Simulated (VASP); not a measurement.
**LiF: a changed input and its effect**

System: LiF (2 atoms in the cell).
Method of run 1: DFT, r2SCAN, plane waves, PAW (VASP 6.6.1).

The structure was built on a prototype by a generator. The geometry comes from this level: r2SCAN (a point of a series of strains). 

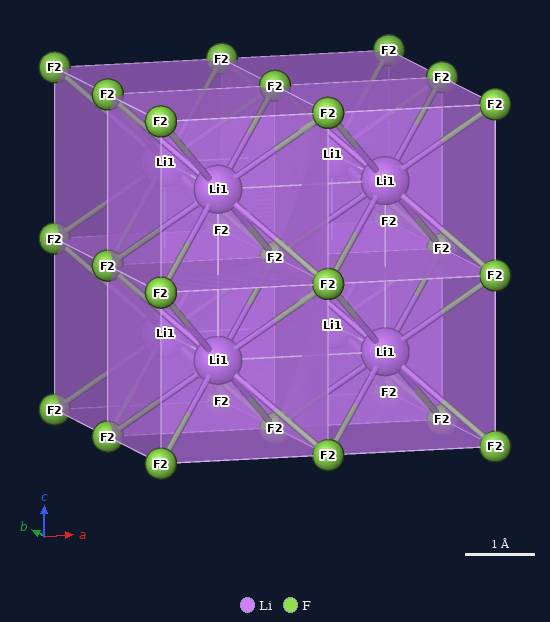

Figure 1. The input geometry (polyhedral view of the cell of the calculation, seen slightly off an axis; polyhedra are completed across the faces of the cell; atoms are numbered from 1 in the order of the input).

## INCAR, run 1
```
ENCUT = 520.000000
SIGMA = 0.010000
EDIFF = 1.00e-07
ALGO = Normal
METAGGA = R2SCAN
PREC = Accurate
IBRION = -1
ISIF = 2
ISMEAR = 0
NBANDS = 12
NELM = 120
NSW = 0
LASPH = .TRUE.
LCHARG = .TRUE.
LELF = .TRUE.
LWAVE = .FALSE.
LREAL = .FALSE.
```

## KPOINTS, run 1
```
KPOINTS created by Atomic Simulation Environment
0
Gamma
10 10 10
0 0 0
```

## KPOINTS_OPT, run 1
```
special points
4
Reciprocal
0.0000000000 0.0000000000 0.0000000000 1
0.0000000000 0.5000000000 0.0000000000 1
0.5000000000 0.5000000000 0.0000000000 1
0.5000000000 0.5000000000 0.5000000000 1
```

## POSCAR, run 1
```
Li F
 1.0000000000000000
     2.5534990687999999    0.0000000000000000    0.0000000000000000
     0.0000000000000000    2.5534990687999999    0.0000000000000000
     0.0000000000000000    0.0000000000000000    2.5241266293000000
 Li  F
   1   1
Cartesian
  0.0000000000000000  0.0000000000000000  0.0000000000000000
  1.2767495343999999  1.2767495343999999  1.2620633146500000
```

Command:
```bash
mpirun -np 1 vasp_std
```

Hardware: 1 CPU thread, shared host.

## OSZICAR and lines of OUTCAR (run 1)
```
N       E                     dE             d eps       ncg     rms          rms(c)
DAV:   1     0.284331791467E+02    0.28433E+02   -0.55328E+03  3176   0.869E+02
DAV:   2    -0.133083107029E+02   -0.41741E+02   -0.40918E+02  3780   0.193E+02
DAV:   3    -0.143881891507E+02   -0.10799E+01   -0.10780E+01  3864   0.268E+01
DAV:   4    -0.143979357826E+02   -0.97466E-02   -0.97460E-02  3400   0.279E+00
DAV:   5    -0.143980616439E+02   -0.12586E-03   -0.12586E-03  3872   0.245E-01    0.384E+00
DAV:   6    -0.112958001870E+02    0.31023E+01   -0.65714E-01  3060   0.583E+00    0.152E+00
DAV:   7    -0.112749217105E+02    0.20878E-01   -0.51783E-01  3544   0.478E+00    0.123E+00
[...]
DAV:  17    -0.112657127756E+02   -0.63205E-07   -0.31336E-09  1720   0.369E-04
   1 F= -.11265713E+02 E0= -.11265713E+02  d E =-.176768E-32
       N       E                     dE             ncg
DAV:   1     0.100784376926E+04   -0.19588E+04       96
DAV:   2     0.843845802525E+03   -0.16400E+03      124
DAV:   3     0.839407873856E+03   -0.44379E+01      136
DAV:   4     0.839397132660E+03   -0.10741E-01      108
DAV:   5     0.839396986683E+03   -0.14598E-03      132
DAV:   6     0.839396986494E+03   -0.18914E-06      120
DAV:   7     0.839396986494E+03   -0.40950E-09      124
[... from OUTCAR:]
   NELECT =      10.0000    total number of electrons
 E-fermi :  -0.2321
  free  energy   TOTEN  =       -11.2657127756 eV
  energy  without entropy=      -11.2657127756  energy(sigma->0) =      -11.26571278
```

For run 2 the input was changed thus:
```diff
-SIGMA = 0.010000
+SIGMA = 0.020000
-ALGO = Normal
-METAGGA = R2SCAN
+GGA = PE
-ISMEAR = 0
+ISMEAR = -1
```

How does run 2 compare with run 1?

The total energies belong to different methods, so their difference says nothing on which is more stable or more accurate. The gap on the mesh goes from 8.74 to 7.61 eV. The pressure goes from −3.61 to 0.86 GPa. The functional changes from R2SCAN to PBE. The SCF takes 12 iterations against 17.

## OSZICAR and lines of OUTCAR (run 2)
```
N       E                     dE             d eps       ncg     rms          rms(c)
DAV:   1     0.316657166047E+02    0.31666E+02   -0.54093E+03  3176   0.849E+02
DAV:   2    -0.854638464719E+01   -0.40212E+02   -0.39421E+02  3776   0.185E+02
DAV:   3    -0.958224446378E+01   -0.10359E+01   -0.10342E+01  3852   0.256E+01
DAV:   4    -0.959082319506E+01   -0.85787E-02   -0.85784E-02  3344   0.253E+00
DAV:   5    -0.959092951409E+01   -0.10632E-03   -0.10632E-03  3808   0.212E-01    0.449E+00
DAV:   6    -0.905767264166E+01    0.53326E+00   -0.24768E+00  3148   0.956E+00    0.140E+00
DAV:   7    -0.904913212503E+01    0.85405E-02   -0.17784E-02  4024   0.117E+00    0.846E-01
DAV:   8    -0.904591118428E+01    0.32209E-02   -0.14457E-02  3992   0.127E+00    0.111E-01
DAV:   9    -0.904594291128E+01   -0.31727E-04   -0.60609E-04  3596   0.227E-01    0.479E-02
DAV:  10    -0.904601611148E+01   -0.73200E-04   -0.11277E-04  3272   0.879E-02    0.674E-03
DAV:  11    -0.904601614202E+01   -0.30539E-07   -0.15074E-06  3984   0.107E-02    0.280E-03
DAV:  12    -0.904601614385E+01   -0.18324E-08   -0.71190E-07  3476   0.725E-03
   1 F= -.90460161E+01 E0= -.90460161E+01  d E =-.218695E-11
       N       E                     dE             ncg
DAV:   1     0.102062294991E+04   -0.19460E+04      104
DAV:   2     0.885218838867E+03   -0.13540E+03      120
DAV:   3     0.881710649299E+03   -0.35082E+01      124
DAV:   4     0.881696078494E+03   -0.14571E-01      104
DAV:   5     0.881695969783E+03   -0.10871E-03      140
DAV:   6     0.881695968769E+03   -0.10146E-05      108
DAV:   7     0.881695968749E+03   -0.19701E-07      120
[... from OUTCAR:]
   NELECT =      10.0000    total number of electrons
 E-fermi :   0.6791
  free  energy   TOTEN  =        -9.0460161439 eV
  energy  without entropy=       -9.0460161438  energy(sigma->0) =       -9.04601614
```

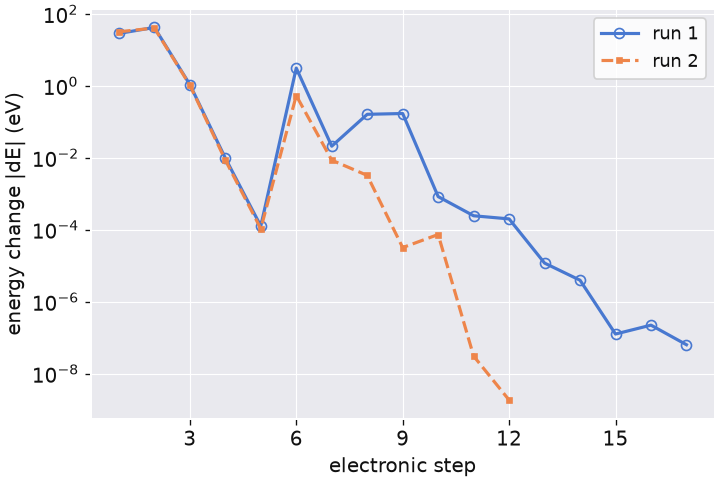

Figure 2. Convergence of the two runs: energy change |dE| against the electronic step. Run 1 takes 17 steps in all, and run 2 takes 12.

## The two runs side by side

```tsv
quantity	run 1	run 2
outcome	converged	converged
free energy per atom (eV)	−5.6329	−4.5230
gap on the mesh (eV)	8.74	7.61
pressure (GPa)	−3.61	0.86
largest force (eV/Å)	0.000	0.000
SCF iterations	17	12
irreducible k-points	126	126
```
